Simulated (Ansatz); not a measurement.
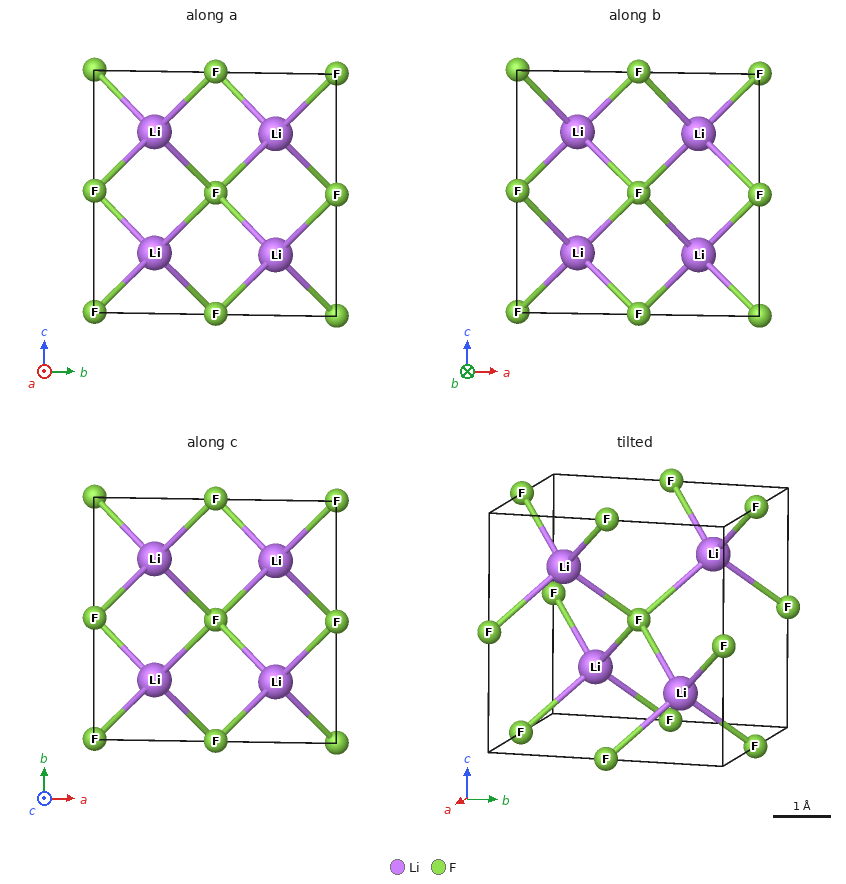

Crystal structure, ball-and-stick style, seen along the a axis, along the b axis, along the c axis and slightly off an axis. The lines enclose the drawn cell (a repeat of the simulation cell); boundary atoms appear with their images.

Lattice parameters: a = 4.3198 Å, b = 4.3198 Å, c = 4.3198 Å, α = 90.899°, β = 90.899°, γ = 90.899°.

Give the structure in the form of a CIF in P1 with every atom of the cell, with free fractional coordinates to two decimals.

Answer.
```cif
data_structure
_symmetry_space_group_name_H-M 'P 1'
_symmetry_Int_Tables_number 1
_cell_length_a 4.3198
_cell_length_b 4.3198
_cell_length_c 4.3198
_cell_angle_alpha 90.899
_cell_angle_beta 90.899
_cell_angle_gamma 90.899
_cell_volume 80.58
loop_
_atom_site_label
_atom_site_type_symbol
_atom_site_fract_x
_atom_site_fract_y
_atom_site_fract_z
_atom_site_occupancy
Li1 Li 0.25 0.25 0.25 1
Li2 Li 0.75 0.75 0.25 1
Li3 Li 0.75 0.25 0.75 1
F1 F 0.50 0.00 0.00 1
Li4 Li 0.25 0.75 0.75 1
F2 F 0.00 0.50 0.00 1
F3 F 0.00 0.00 0.50 1
F4 F 0.50 0.50 0.50 1
```

Its origin is a structure type filled with these elements by a generator (whether the compound takes this form wasn't checked). The cell was then strained or its atoms displaced on purpose. Ansatz was used for an electronic-structure calculation on it.
